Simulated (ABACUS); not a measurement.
## Fe: geometry relaxation (part 4 of 4)

Continued. System: Fe (Im-3m, 1 atom in the cell). Method: Kohn-Sham DFT of a periodic cell, SCAN, SG15 ONCV 1.2 PBE, spin-polarised (ABACUS 3.10.1); cutoff 1360.57 eV, 10×10×10 k-mesh, fermi-dirac of 0.05 eV, collinear spins. The structure derives from an entry of the Crystallography Open Database.

Geometry of the input (Å; fractional positions):
```
-1.4430  1.4430  1.4430
1.4430  -1.4430  1.4430
1.4430  1.4430  -1.4430
Fe 0.0000  0.0000  0.0000
```

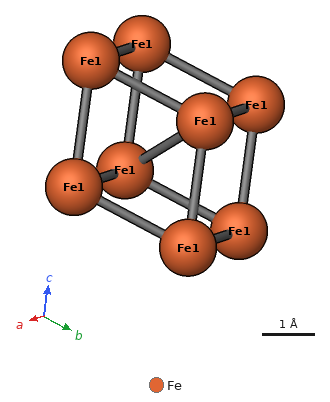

The geometry at step 2 of the log (ball-and-stick view of the cell of the calculation, seen slightly off an axis; atoms are numbered from 1 in the order of the input).

### File mulliken.txt, continued
```
fz^3                                   0              0.0027              0.0015              0.0042              0.0012
fxz^2                                  0              0.0049              0.0047              0.0096              0.0002
fyz^2                                  0              0.0038              0.0025              0.0063              0.0013
fzx^2-zy^2                             0              0.0021              0.0013              0.0034              0.0008
fxyz                                   0              0.0034              0.0020              0.0055              0.0014
fx^3-3*xy^2                            0              0.0039              0.0047              0.0086             -0.0009
f3yx^2-y^3                             0              0.0027              0.0039              0.0066             -0.0012
SUM OVER M                                            0.0236              0.0206              0.0442              0.0029
SUM OVER M+Zeta                                       0.0236              0.0206              0.0442              0.0029

SUM OVER M+Zeta+L                                     9.4053              6.5947             16.0000              2.8106

Total Charge on atom:                 Fe             16.0000
Total Magnetism on atom:              Fe              2.8106
```

### Trajectory as extended XYZ (Å, eV, eV/Å), 5 frames, from step=0 to step=4
```
1
Lattice="-1.4430 1.4430 1.4430 1.4430 -1.4430 1.4430 1.4430 1.4430 -1.4430" Properties=species:S:1:pos:R:3:forces:R:3 step=0 energy=-3219.85144 pressure_GPa=0.24
Fe    0.0000    0.0000    0.0000    0.0000   0.0000   0.0000
1
Lattice="-1.4443 1.4443 1.4443 1.4443 -1.4443 1.4443 1.4443 1.4443 -1.4443" Properties=species:S:1:pos:R:3:forces:R:3 step=1 energy=-3219.85142 pressure_GPa=-0.33
Fe    0.0000    0.0000    0.0000    0.0000   0.0000   0.0000
1
Lattice="-1.4434 1.4434 1.4434 1.4434 -1.4434 1.4434 1.4434 1.4434 -1.4434" Properties=species:S:1:pos:R:3:forces:R:3 step=2 energy=-3219.85145 pressure_GPa=0.07
Fe    0.0000    0.0000    0.0000    0.0000   0.0000   0.0000
1
Lattice="-1.4435 1.4435 1.4435 1.4435 -1.4435 1.4435 1.4435 1.4435 -1.4435" Properties=species:S:1:pos:R:3:forces:R:3 step=3 energy=-3219.85145 pressure_GPa=0.03
Fe    0.0000    0.0000    0.0000    0.0000   0.0000   0.0000
1
Lattice="-1.4436 1.4436 1.4436 1.4436 -1.4436 1.4436 1.4436 1.4436 -1.4436" Properties=species:S:1:pos:R:3:forces:R:3 step=4 energy=-3219.85145 pressure_GPa=-0.00
Fe    0.0000    0.0000    0.0000    0.0000   0.0000   0.0000
```

### Key numbers

- outcome: converged
- space group (tolerance 0.01 Å): Im-3m (229)
- electrons treated: 16
- free energy: −3219.8514 eV
- Fermi energy: 18.114 eV
- net moment of the cell: 2.81 μB
- integrated absolute moment: 3.11 μB
- pressure: 0.00 GPa
- final volume: 12.03 Å³
- largest force (length of the vector) at the end: under 0.001 eV/Å
- final cell: a = 2.500 Å, b = 2.500 Å, c = 2.500 Å, α = 109.47°, β = 109.47°, γ = 109.47°
- hardware: 4 threads of Intel Xeon @ 2.50GHz (Skylake/Cascade Lake), 16 GiB of memory available, shared host
- wall time: 4.1 min (CPU time 17 min)
- peak memory: 0.44 GiB

Points of doubt noted for this run: home made orbitals.
